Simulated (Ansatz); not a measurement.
## Electronic structure of Ga6HN6 (cell with a defect) in real space

```xyz
13
Lattice="0.0000 0.0000 -5.2432 4.8276 2.7872 0.0000 0.0000 -5.5744 0.0000" Properties=species:S:1:pos:R:3 pbc="T T T"
Ga    3.2189   -1.8646   -2.6100
Ga    1.6053    0.9227   -2.6100
Ga    4.8259    0.9265   -2.6099
Ga    1.5818   -0.9193   -5.2364
Ga    4.8259   -0.9639   -5.2363
Ga    3.2424    1.8678   -5.2364
N     3.1841   -1.8444   -0.6541
N     1.6402    0.9428   -0.6541
N     4.8259    0.8862   -0.6541
N     1.6178   -0.9402   -3.2460
N     4.8259   -0.9223   -3.2460
N     3.2064    1.8471   -3.2460
H     4.8259    2.7821   -4.4420
```

Spin-polarised.

The calculation used DFT PBE, scalar-relativistic, plane waves, PAW in Ansatz.

In a PAW calculation such maps are meaningful between the atoms, not at the nuclei.

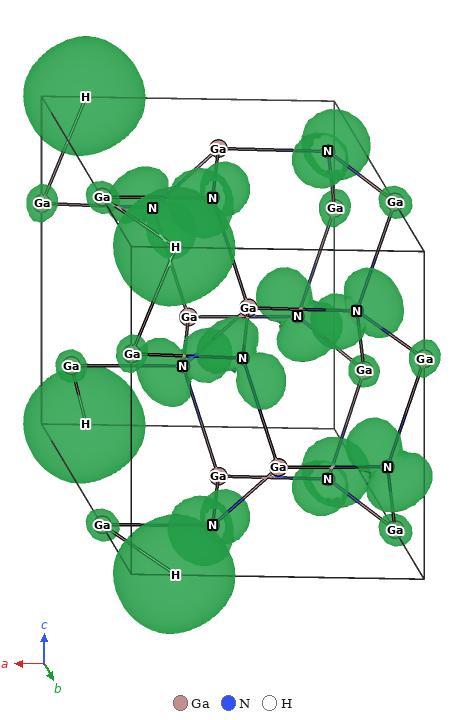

Figure 1. Isosurfaces of the spin density at +0.015 (green) and −0.015 e/Å³ (red), seen at an oblique angle. Sticks mark near contacts.

> Which atoms carry the moments, and with what signs?

The spin density sits on H: +0.3 μB in one cell of 13 atoms, with smaller moments on other sites: N (up to +0.05 μB): with much of the spin spread outside that site. The cell of the calculation (13 atoms) carries 0.8 μB of net spin moment. Only one sign reaches the isovalue.

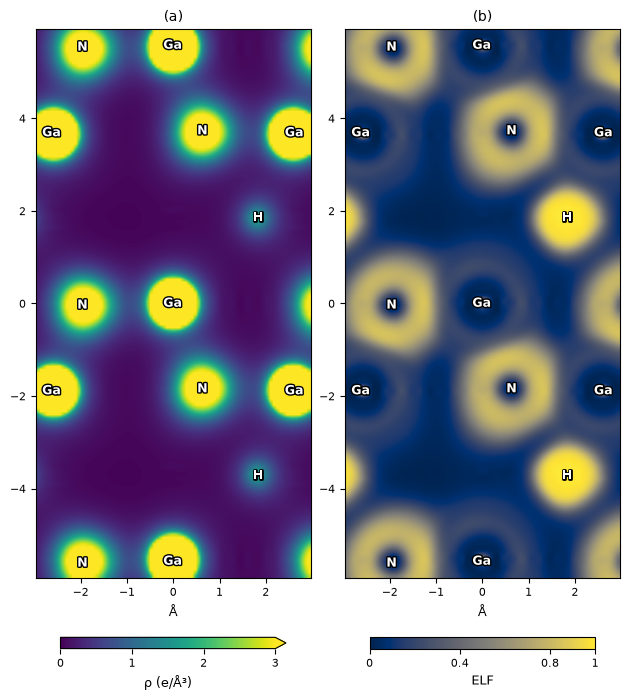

Figure 2. (a) valence charge density (pseudo); (b) ELF on the (011̄) plane of the calculation cell.

> Read the bonding off the picture.

Atoms in the plane: Ga, N and H.
Ga–N (1.96 Å): ρ at the midpoint is about 0.72 e/Å³; the ELF peaks at about 0.85 in the valence shell of N, 0.7 Å from its nucleus, and is about 0.45 at the midpoint.
Ga–H (1.99 Å): ρ at the midpoint is about 0.35 e/Å³; the ELF climbs to about 1 towards the hydrogen.
Between the atoms the lowest density in this plane is 0.03 e/Å³.

> Does the calculation give a band gap?

It is gapless in this calculation (a metal or semimetal).
